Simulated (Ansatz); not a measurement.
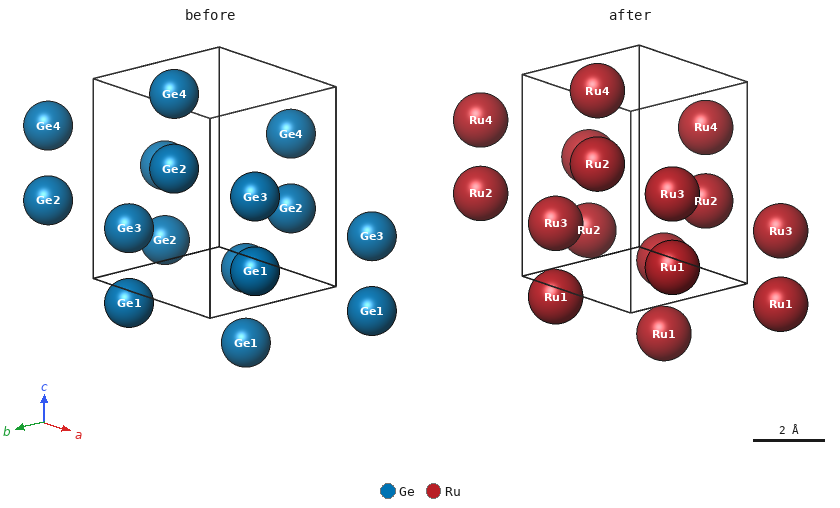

Left: solid Ge (set up in P6_3/mmc). Right: the same structure after one change, at the same scale. The picture is a spheres-only view of the cell of the calculation, repeated 2 × 2 × 1 with one cell outlined, seen from a free direction.

These are results of DFT r2SCAN, scalar-relativistic, plane waves, PAW (Ansatz 0.2.0), not measurements. Set-up: plane-wave cutoff 500 eV; k-point mesh 12 × 12 × 6; occupations gaussian; no spin polarisation. Smearing widths differ between the runs.

Which change leads from the left to the right?

Every germanium atom is replaced by ruthenium, which gives Ru. Cell and atoms are relaxed again (to zero pressure within 0.1 GPa, forces under 0.01 eV/Å).

How do the computed properties respond?

The volume per atom goes from 22.82 to 19.78 Å³. The volume changes by −13.3 %, with a = b 3.996 → 3.702 Å (−7.3 %), c 6.603 → 6.665 Å (+0.9 %). The space group stays P6_3/mmc (No. 194).
